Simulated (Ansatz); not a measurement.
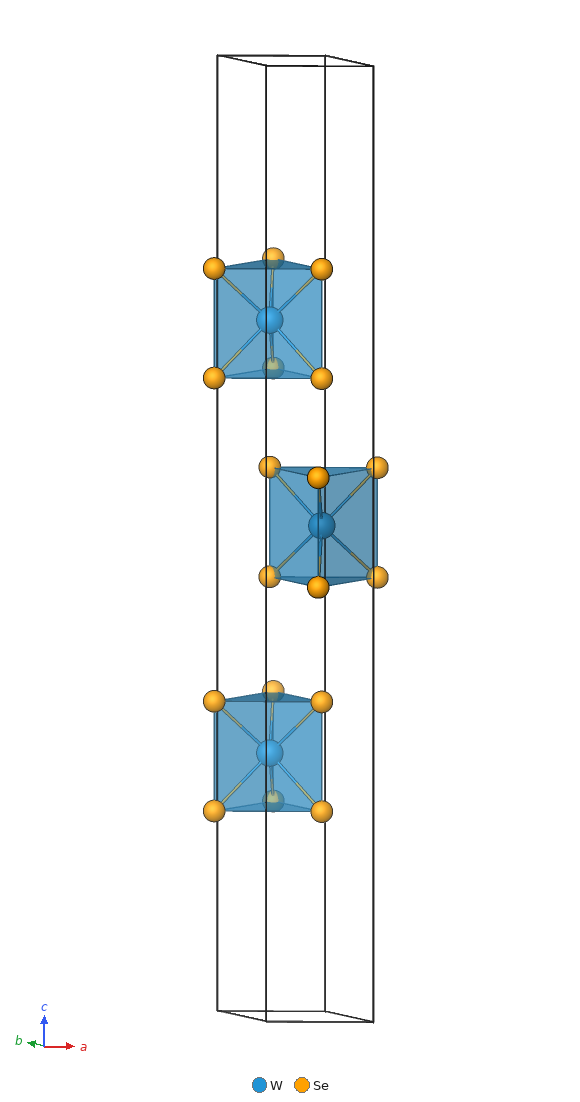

The figure gives a polyhedral picture of the atoms, viewed from the side at a slight tilt. Atoms at the boundary of the simulation cell (the box) are drawn once for each face, edge or corner they touch. Some atoms of the next cells are drawn as well.

WSe2, a = 3.27 Å, b = 3.27 Å, c = 29.18 Å, α = 90.00°, β = 90.00°, γ = 120.00°.

The calculation used DFT PBEsol, scalar-relativistic, plane waves, PAW (Ansatz), with a cutoff energy of 420 eV, a 12×12×1 grid in reciprocal space, Gaussian smearing of 0.05 eV, no spin polarisation.

Question: Classify it as metallic or gapped, with the value.

Answer: A semiconductor at this level, with a gap of 1.01 eV on the k-mesh (the true edges may lie between mesh points, so the gap can be somewhat smaller).

The model was built from a structure listed in the Materials Project. The cell was then strained or its atoms displaced on purpose. It went into a calculation with Ansatz.
